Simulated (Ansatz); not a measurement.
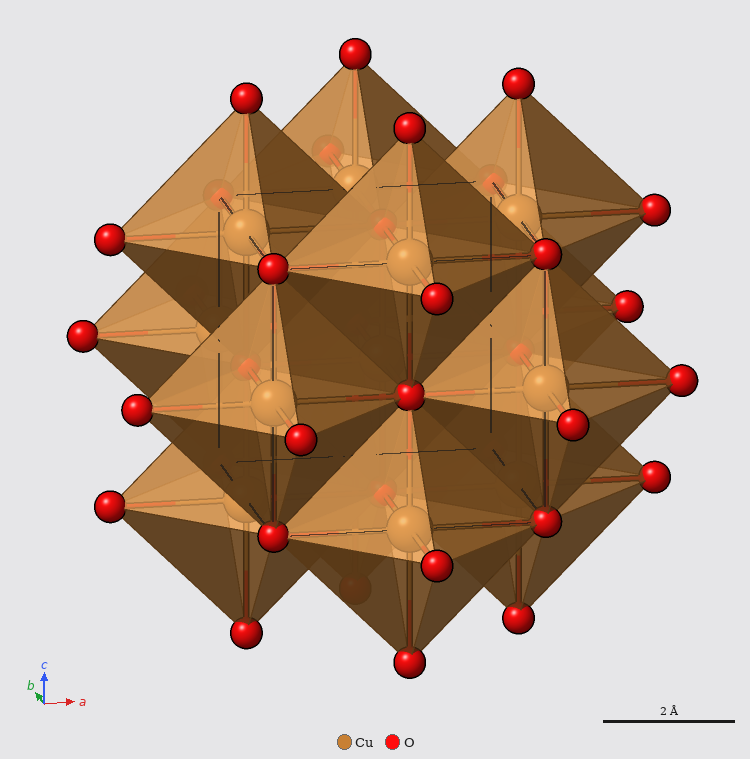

Polyhedral representation of a periodic structure, projected slightly off an axis. The wireframe shows the conventional unit cell. Some atoms of the next cells are drawn as well. Cell: a = 4.24 Å, b = 4.24 Å, c = 4.24 Å, α = 90.00°, β = 90.00°, γ = 90.00°.

The initial geometry was a structure type filled with these elements by a generator (whether the compound takes this form wasn't checked). Earlier steps of the study may have refined or changed the cell and positions. A calculation with Ansatz used it as input.

Caption:

Answer. The formula is CuO. It is face-centred cubic, space group Fm-3m (No. 225). Type of structure: rock salt (NaCl type). Atoms per cell: 8 (4 Cu, 4 O). The polyhedra are CuO6 octahedra; they share corners and edges. Each Cu atom is coordinated by six O in an octahedral arrangement at about 2.1 Å. O is coordinated by six Cu in an octahedral arrangement at about 2.1 Å.

Theory: DFT PBE, scalar-relativistic, plane waves, PAW in Ansatz. Numerical settings: 420 eV cutoff, k-points about 0.12 Å⁻¹ apart, Gaussian smearing of 0.1 eV, no spin polarisation.

Predict the gap.

Answer. A metal: bands cross the Fermi level.

How are the electrons shared out in a Bader analysis?

Answer. Cu +1.06 e; O -1.06 e.

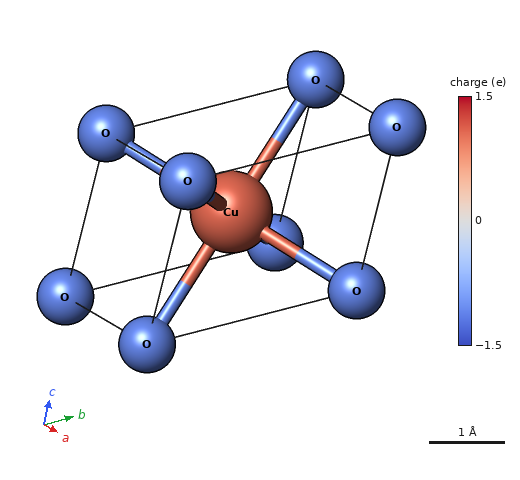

The atoms coloured by those charges. The run's cell of 2 atoms is drawn, so axes and origin can differ from the first picture.

Is this the optimised geometry for these settings?

Answer. Yes. All forces vanish to within 0.01 eV/Å. The pressure is 0.0 GPa, close to zero.
